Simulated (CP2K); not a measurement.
# CdO: 6 runs along one coordinate

System: CdO (Fm-3m, 2 atoms in the cell).
Method: Kohn-Sham DFT of a periodic cell, PBE, GTH-PBE with UZH-TZVP basis, no spin polarisation (CP2K 2026.2).

The 6 runs differ only in the geometry, by an even scaling of the cell at fixed fractional positions. The structure derives from an entry of the Crystallography Open Database.

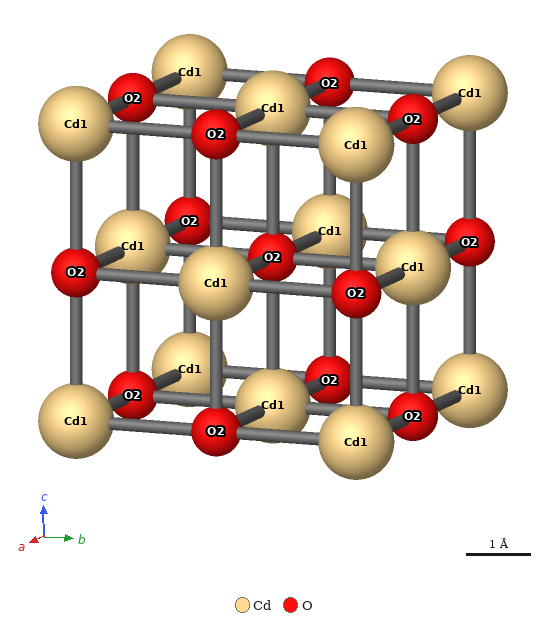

Figure 1. The structure of run 4 (ball-and-stick view of the cell 4 times as large as that of the calculation, set on its symmetry axes, seen slightly off an axis; atoms are numbered from 1 in the order of the input).

## Input of run 4
```
&GLOBAL
  PROJECT cdo_eos
  RUN_TYPE ENERGY_FORCE
  PRINT_LEVEL LOW
&END GLOBAL
&FORCE_EVAL
  METHOD QS
  STRESS_TENSOR ANALYTICAL
  &DFT
    BASIS_SET_FILE_NAME BASIS_MOLOPT_UZH
    POTENTIAL_FILE_NAME POTENTIAL_UZH
    WFN_RESTART_FILE_NAME previous-RESTART.kp
    &MGRID
      CUTOFF 600
      REL_CUTOFF 60
      NGRIDS 4
    &END MGRID
    &QS
      METHOD GPW
      EPS_DEFAULT 1.0E-10
    &END QS
    &KPOINTS
      SCHEME MONKHORST-PACK 10 10 10
      GAMMA_CENTERED T
      SYMMETRY T
      SYMMETRY_BACKEND SPGLIB
    &END KPOINTS
    &SCF
      SCF_GUESS RESTART
      EPS_SCF 1.0E-6
      MAX_SCF 100
      ADDED_MOS 10
      CHOLESKY OFF
      EPS_EIGVAL 1.0E-7
      &DIAGONALIZATION ON
        ALGORITHM STANDARD
      &END DIAGONALIZATION
      &MIXING ON
        METHOD BROYDEN_MIXING
        ALPHA 0.4
        BETA 1.5
        NBUFFER 8
      &END MIXING
      &SMEAR ON
        METHOD FERMI_DIRAC
        ELECTRONIC_TEMPERATURE [K] 580.226
      &END SMEAR
    &END SCF
    &XC
      &XC_FUNCTIONAL
        &GGA_X_PBE
        &END GGA_X_PBE
        &GGA_C_PBE
        &END GGA_C_PBE
      &END XC_FUNCTIONAL
    &END XC
    &PRINT
      &KPOINTS ON
      &END KPOINTS
      &MULLIKEN ON
      &END MULLIKEN
      &MO ON
        ENERGIES T
        OCCUPATION_NUMBERS T
        &EACH
          QS_SCF 0
        &END EACH
        ADD_LAST NUMERIC
      &END MO
    &END PRINT
  &END DFT
  &SUBSYS
    &CELL
      A 3.3447000072 0.0000000000 0.0000000000
      B 1.6723500036 2.8965951742 0.0000000000
      C 1.6723500036 0.9655317247 2.7309361201
      PERIODIC XYZ
    &END CELL
    &COORD
      Cd  0.0000000000 0.0000000000 0.0000000000
      O   3.3447000072 1.9310634494 1.3654680600
    &END COORD
    &KIND Cd
      BASIS_SET TZVP-MOLOPT-PBE-GTH-q12
      POTENTIAL GTH-PBE-q12
    &END KIND
    &KIND O
      BASIS_SET TZVP-MOLOPT-PBE-GTH-q6
      POTENTIAL GTH-PBE-q6
    &END KIND
    &PRINT
      &ATOMIC_COORDINATES ON
      &END ATOMIC_COORDINATES
      &CELL ON
      &END CELL
      &SYMMETRY ON
      &END SYMMETRY
    &END PRINT
  &END SUBSYS
  &PRINT
    &FORCES ON
    &END FORCES
    &STRESS_TENSOR ON
    &END STRESS_TENSOR
  &END PRINT
&END FORCE_EVAL
```

Command:
```bash
OMP_NUM_THREADS=1 cp2k.psmp -i cdo_eos.inp -o cdo_eos.out
```

Lattice vectors (Å) and fractional positions of run 4:
```
   3.344700    0.000000    0.000000
   1.672350    2.896595    0.000000
   1.672350    0.965532    2.730936
Cd  0.000000  0.000000  0.000000
O   0.500000  0.500000  0.500000
```

Run 3 differs from it as follows:
```diff
-      A 3.3447000072 0.0000000000 0.0000000000
-      B 1.6723500036 2.8965951742 0.0000000000
-      C 1.6723500036 0.9655317247 2.7309361201
+      A 3.3003941280 0.0000000000 0.0000000000
+      B 1.6501970640 2.8582251573 0.0000000000
+      C 1.6501970640 0.9527417191 2.6947605212
-      O   3.3447000072 1.9310634494 1.3654680600
+      O   3.3003941280 1.9054834382 1.3473802606
```

## Results, with one run withheld

```tsv
run	volume per atom (Å³)	free energy per atom, from the lowest run given (meV)	pressure (GPa)
1	12.191	79.75	19.17
2	12.451	52.43	14.90
3	12.710	?	?
4	13.229	6.35	4.64
5	13.488	1.08	1.91
6	13.748	0.00	−0.53
```

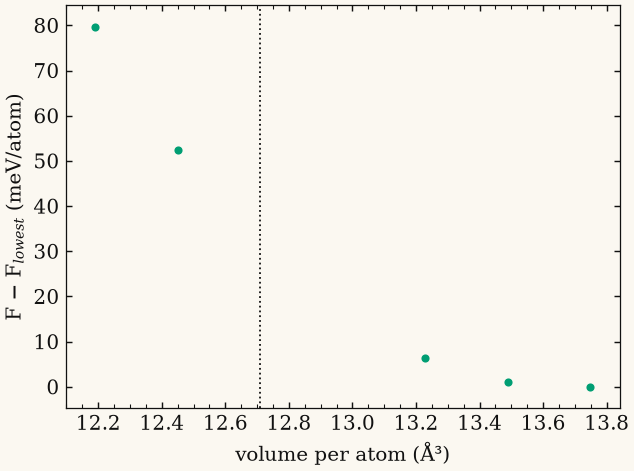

Figure 2. Free energy per atom of the runs given; the dotted line marks run 3.

Estimate the energy of run 3 from the others.

A cubic polynomial in V^(−2/3) (the Birch–Murnaghan form), fitted to the 5 runs given, misses them by at most 0.01 meV per atom. With x = V^(−2/3) − 0.18089 Å⁻², it reads F = 15.015 + 4958.4 x + 4.0802e+05 x² + 2.566e+05 x³ (meV per atom). At run 3 it gives 31.55 meV per atom, and the run itself gives 31.44. The slope of the fit gives a pressure −dF/dV of 11.09 GPa there, and the run prints 11.10 GPa. The fit has its minimum at 13.686 Å³ per atom, where V d²F/dV² gives 128 GPa: the bulk modulus at this level, since symmetry fixes the shape and the positions.

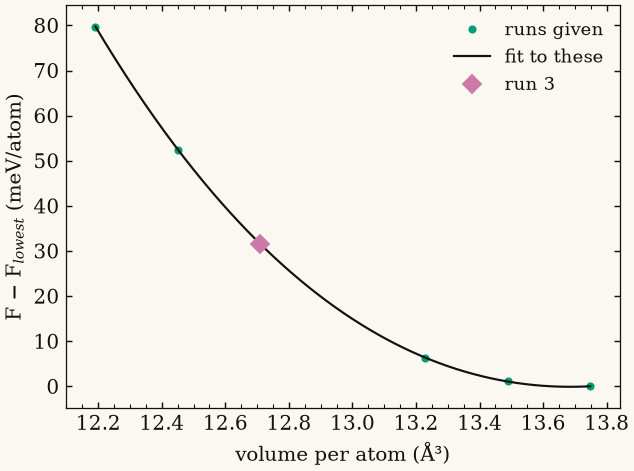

Figure 3. The fit and the withheld run.

## Some lines of the output (run 3)
```
[...]
 CELL| Volume [angstrom^3]:                                            25.420402
 CELL_REF| Volume [angstrom^3]:                                        25.420402
                        Smear method:                                FERMI_DIRAC
  Step     Update method      Time    Convergence         Total energy    Change
  Fermi energy:                                                 0.25157218627121
  Total energy:                                               -62.10492094116682
  Total energy (extrapolated to T->0):                        -62.10491119738696
 MO| E(Fermi):            0.251572 a.u.          6.845627 eV
 MO| Band gap:            0.236853 a.u.          6.445098 eV
 MO| Band gap:            0.238993 a.u.          6.503330 eV
 MO| Band gap:            0.239427 a.u.          6.515148 eV
 MO| Band gap:            0.243073 a.u.          6.614353 eV
```
